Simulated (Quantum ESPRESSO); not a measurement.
## Single-point calculation of Pt

Pt (Immm, 1 atom in the cell), computed with Kohn-Sham DFT of a periodic cell, LDA, GBRV 1.5 LDA, no spin polarisation (Quantum ESPRESSO 7.5).

The structure was built on a prototype by a generator; it need not be a known phase.

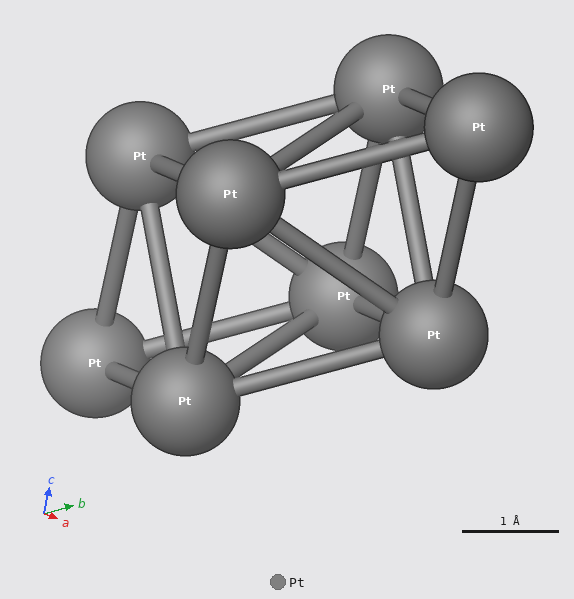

Figure 1. The input geometry (ball-and-stick view of the reduced cell, seen slightly off an axis). Near neighbours in the crystal (not all of them lie inside the picture): Pt has 12 Pt at 2.74 to 2.77 Å.

Key numbers

- outcome: converged
- space group (tolerance 0.01 Å): Immm (71)
- electrons treated: 16
- free energy: −2868.1589 eV
- Fermi energy: 22.919 eV
- gap on the k-point mesh: none (metallic)
- pressure: −0.28 GPa
- largest force (length of the vector): under 0.001 eV/Å
- hardware: 4 threads of Intel Xeon @ 2.90GHz (Ice Lake), 128 GiB of memory available, shared host
- wall time: 3.1 min (CPU time 12 min)
- peak memory: 0.92 GiB

Notes on the run: negative rho. Spin–orbit coupling is left out, which matters for Pt.

Input file
```
&CONTROL
  calculation = 'scf'
  prefix = 'pwscf'
  outdir = './tmp'
  pseudo_dir = './pseudo'
  tprnfor = .true.
  tstress = .true.
  disk_io = 'nowf'
  forc_conv_thr = 0.0001
/
&SYSTEM
  ibrav = 0
  nat = 1
  ntyp = 1
  ecutwfc = 56
  ecutrho = 450
  nbnd = 14
  occupations = 'smearing'
  smearing = 'mp'
  degauss = 0.01469973
/
&ELECTRONS
  conv_thr = 2d-10
  electron_maxstep = 120
  mixing_beta = 0.5
/
ATOMIC_SPECIES
Pt   195.0840 pt_lda_v1.4.uspp.F.UPF
CELL_PARAMETERS angstrom
  -0.0097300561    1.9460112200    1.9460112200
   1.9362811639    0.0000000000    1.9362811639
   1.9460112200    1.9460112200   -0.0097300561
ATOMIC_POSITIONS crystal
Pt     0.0000000000    0.0000000000    0.0000000000
K_POINTS automatic
32 32 32 0 0 0
```

Launch command:
```bash
OMP_NUM_THREADS=1 mpirun -n 4 pw.x -nk 4 -in pw.in > pw.out
```

Output
```
This program is part of the open-source Quantum ESPRESSO suite
     for quantum simulation of materials; please cite
         "P. Giannozzi et al., J. Phys.:Condens. Matter 21 395502 (2009);
         "P. Giannozzi et al., J. Phys.:Condens. Matter 29 465901 (2017);
         "P. Giannozzi et al., J. Chem. Phys. 152 154105 (2020);
          URL
     in publications or presentations arising from this work. More details at

     Message from routine setup:
     using ibrav=0 with symmetry is DISCOURAGED, use correct ibrav instead

     K-points division:     npool     =       4
     Subspace diagonalization in iterative solution of the eigenvalue problem:
     a serial algorithm will be used

     G-vector sticks info
     --------------------
     sticks:   dense  smooth     PW     G-vecs:    dense   smooth      PW
     Sum         843     421    139                16137     5677    1067

     Using Slab Decomposition

     bravais-lattice index     =            0
     lattice parameter (alat)  =       5.2007  a.u.
     unit-cell volume          =      99.4608 (a.u.)^3
     number of atoms/cell      =            1
     number of atomic types    =            1
     number of electrons       =        16.00
     number of Kohn-Sham states=           14
     kinetic-energy cutoff     =      56.0000  Ry
     charge density cutoff     =     450.0000  Ry
     scf convergence threshold =      2.0E-10
     mixing beta               =       0.5000
     number of iterations used =            8  plain     mixing
     Exchange-correlation=  SLA  PZ   NOGX NOGC
                           (   1   1   0   0   0   0   0)

     celldm(1)=   5.200701  celldm(2)=   0.000000  celldm(3)=   0.000000
     celldm(4)=   0.000000  celldm(5)=   0.000000  celldm(6)=   0.000000

     crystal axes: (cart. coord. in units of alat)
               a(1) = (  -0.003536   0.707102   0.707102 )
               a(2) = (   0.703567   0.000000   0.703567 )
               a(3) = (   0.707102   0.707102  -0.003536 )

     reciprocal axes: (cart. coord. in units 2 pi/alat)
               b(1) = ( -0.703593  0.707111  0.703593 )
               b(2) = (  0.710665 -0.707111  0.710665 )
               b(3) = (  0.703593  0.707111 -0.703593 )

     PseudoPot. # 1 for Pt read from file:
     pt_lda_v1.4.uspp.F.UPF
     Pseudo is Ultrasoft + core correction, Zval = 16.0
     Generated by new atomic code, or converted to UPF format
     Using radial grid of  985 points,  6 beta functions with:
                l(1) =   0
                l(2) =   0
                l(3) =   1
                l(4) =   1
                l(5) =   2
                l(6) =   2
     Q(r) pseudized with  8 coefficients,  rinner =    1.300   1.300   1.300
                                                       1.300   1.300

     atomic species   valence    mass     pseudopotential
     Pt               16.00   195.08400     Pt( 1.00)

      8 Sym. Ops., with inversion, found

   Cartesian axes

     site n.     atom                  positions (alat units)
         1        Pt     tau(   1) = (   0.0000000   0.0000000   0.0000000  )

     number of k points=  4505  Methfessel-Paxton smearing, width (Ry)=  0.0147

     Number of k-points >= 100: set verbosity='high' to print them.

     Dense  grid:    16137 G-vectors     FFT dimensions: (  36,  36,  36)

     Smooth grid:     5677 G-vectors     FFT dimensions: (  25,  25,  25)

     Initial potential from superposition of free atoms

     starting charge      15.5000, renormalised to      16.0000

     negative rho (up, down):  1.864E-01 0.000E+00
     Starting wfcs are   12 randomized atomic wfcs +    2 random wfcs

     Self-consistent Calculation

     iteration #  1     ecut=    56.00 Ry     beta= 0.50
     Davidson diagonalization with overlap
     ethr =  1.00E-02,  avg # of iterations =  4.2

     negative rho (up, down):  1.734E-01 0.000E+00

     total energy              =    -210.63225245 Ry
     estimated scf accuracy    <       0.74995206 Ry

     iteration #  2     ecut=    56.00 Ry     beta= 0.50
     Davidson diagonalization with overlap
     ethr =  4.69E-03,  avg # of iterations =  2.0

     negative rho (up, down):  1.738E-01 0.000E+00

     total energy              =    -210.80449283 Ry
     estimated scf accuracy    <       0.00787391 Ry

     iteration #  3     ecut=    56.00 Ry     beta= 0.50
     Davidson diagonalization with overlap
     ethr =  4.92E-05,  avg # of iterations =  3.0

     negative rho (up, down):  1.728E-01 0.000E+00

     total energy              =    -210.80573916 Ry
     estimated scf accuracy    <       0.00063212 Ry

     iteration #  4     ecut=    56.00 Ry     beta= 0.50
     Davidson diagonalization with overlap
     ethr =  3.95E-06,  avg # of iterations =  4.2

     negative rho (up, down):  1.728E-01 0.000E+00

     total energy              =    -210.80578843 Ry
     estimated scf accuracy    <       0.00000789 Ry

     iteration #  5     ecut=    56.00 Ry     beta= 0.50
     Davidson diagonalization with overlap
     ethr =  4.93E-08,  avg # of iterations =  2.2

     negative rho (up, down):  1.728E-01 0.000E+00

     total energy              =    -210.80579143 Ry
     estimated scf accuracy    <       0.00000044 Ry

     iteration #  6     ecut=    56.00 Ry     beta= 0.50
     Davidson diagonalization with overlap
     ethr =  2.75E-09,  avg # of iterations =  1.9

     negative rho (up, down):  1.728E-01 0.000E+00

     total energy              =    -210.80579151 Ry
     estimated scf accuracy    <          5.7E-10 Ry

     iteration #  7     ecut=    56.00 Ry     beta= 0.50
     Davidson diagonalization with overlap
     ethr =  3.58E-12,  avg # of iterations =  4.2

     negative rho (up, down):  1.728E-01 0.000E+00

     total energy              =    -210.80579151 Ry
     estimated scf accuracy    <          5.0E-10 Ry

     iteration #  8     ecut=    56.00 Ry     beta= 0.50
     Davidson diagonalization with overlap
     ethr =  3.11E-12,  avg # of iterations =  1.7

     negative rho (up, down):  1.728E-01 0.000E+00

     End of self-consistent calculation

     Number of k-points >= 100: set verbosity='high' to print the bands.

     the Fermi energy is    22.9189 ev

!    total energy              =    -210.80579125 Ry
     estimated scf accuracy    <          9.7E-12 Ry
     smearing contrib. (-TS)   =      -0.00022059 Ry
     internal energy E=F+TS    =    -210.80557066 Ry

     The total energy is F=E-TS. E is the sum of the following terms:
     one-electron contribution =     -18.36714808 Ry
     hartree contribution      =      23.96683038 Ry
     xc contribution           =     -56.82058462 Ry
     ewald contribution        =    -159.58466834 Ry

     convergence has been achieved in   8 iterations

     negative rho (up, down):  1.728E-01 0.000E+00

     Forces acting on atoms (cartesian axes, Ry/au):

     atom    1 type  1   force =     0.00000000    0.00000000    0.00000000

     Total force =     0.000000     Total SCF correction =     0.000000

     Computing stress (Cartesian axis) and pressure

     negative rho (up, down):  1.728E-01 0.000E+00
          total   stress  (Ry/bohr**3)                   (kbar)     P=       -2.76
  -0.00001640  -0.00000000   0.00005674           -2.41       -0.00        8.35
  -0.00000000  -0.00002353  -0.00000000           -0.00       -3.46       -0.00
   0.00005674  -0.00000000  -0.00001640            8.35       -0.00       -2.41

=------------------------------------------------------------------------------=
   JOB DONE.
=------------------------------------------------------------------------------=
```

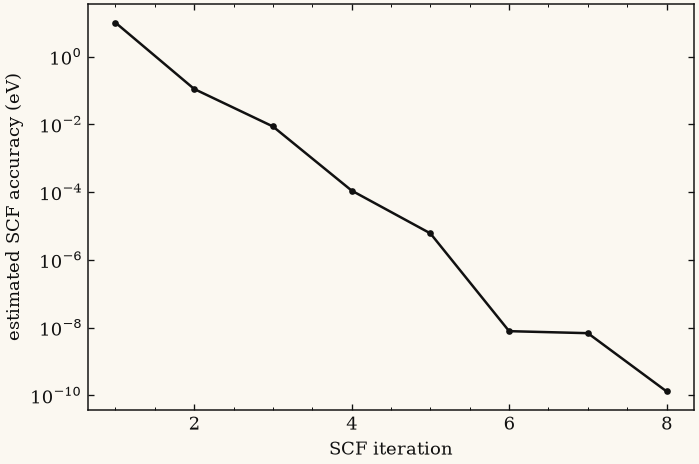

Figure 2. Convergence of the self-consistent field: estimated SCF accuracy against the iteration. The field takes 8 iterations in all.
